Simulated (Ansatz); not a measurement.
# Al$_{4}$As$_{5}$ (slab): what the fields show

```cif
data_structure
_symmetry_space_group_name_H-M 'P 1'
_symmetry_Int_Tables_number 1
_cell_length_a 4.0500
_cell_length_b 4.0500
_cell_length_c 26.4552
_cell_angle_alpha 90.000
_cell_angle_beta 90.000
_cell_angle_gamma 90.000
_cell_volume 433.94
loop_
_atom_site_label
_atom_site_type_symbol
_atom_site_fract_x
_atom_site_fract_y
_atom_site_fract_z
_atom_site_occupancy
As1 As 0.00000 0.50000 0.28372 1
Al1 Al 0.50000 0.50000 0.33691 1
As2 As 0.50000 0.00000 0.39212 1
Al2 Al 0.00000 0.00000 0.44553 1
As3 As 0.00000 0.50000 0.50000 1
Al3 Al 0.50000 0.50000 0.55447 1
As4 As 0.50000 0.00000 0.60788 1
Al4 Al 0.00000 0.00000 0.66309 1
As5 As 0.00000 0.50000 0.71628 1
```

Computed without spin polarisation.

Theory: DFT PBE, scalar-relativistic, plane waves, PAW in Ansatz.

Core electrons are frozen (PAW), and the valence fields are smoothed inside the atomic spheres.

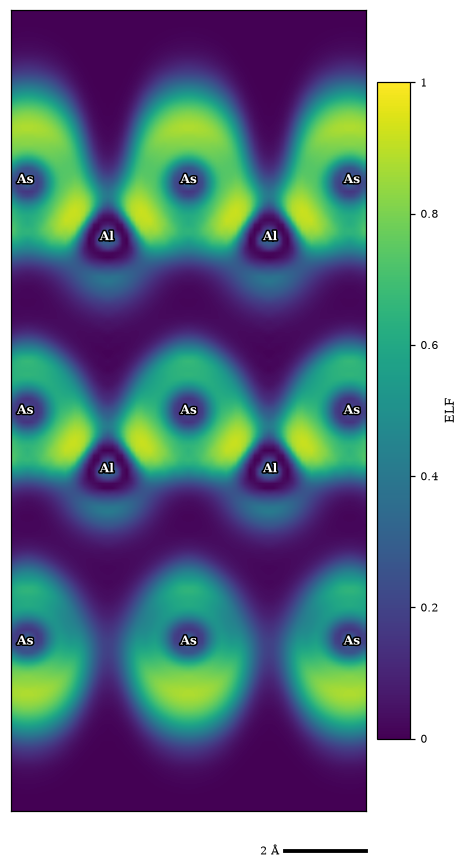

Figure 1. ELF on the (100) plane of the calculation cell, a cut from vacuum to vacuum.

Q: Describe what can be read from this map.

A:
- Atoms in the plane: As and Al.
- Al–As (2.49 Å): the ELF peaks at about 0.90 between the atoms.
- The ELF also peaks beside As, away from the bonds: lone-pair regions.

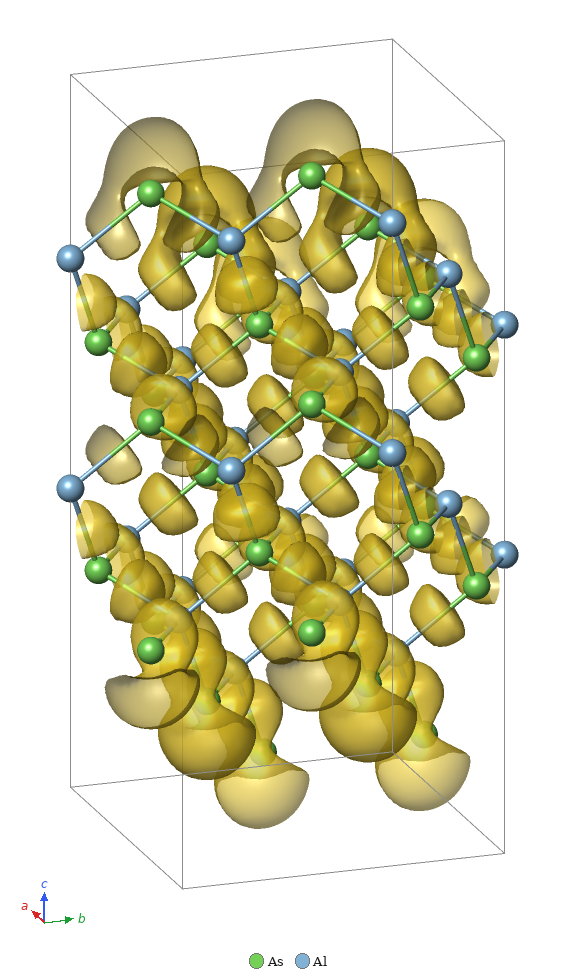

Figure 2. Isosurface of the ELF at 0.7 (yellow), seen at an oblique angle. Core shells and regions of very low density are left out. Sticks mark near contacts.

Q: Identify the bonds, lone pairs and shells in this picture.

A: At this value the surface marks out twelve regions between bonded Al–As atoms and two regions on As in which the atom's valence shell and bonds are merged, counted in one cell of 9 atoms. Counts are for one cell; the picture repeats the cell along the surface. Profiles from the grid: Al–As (2.47 Å): the ELF peaks at about 0.90 between the atoms.

Q: Does the calculation give a band gap?

A: It is gapless in this calculation (a metal or semimetal).
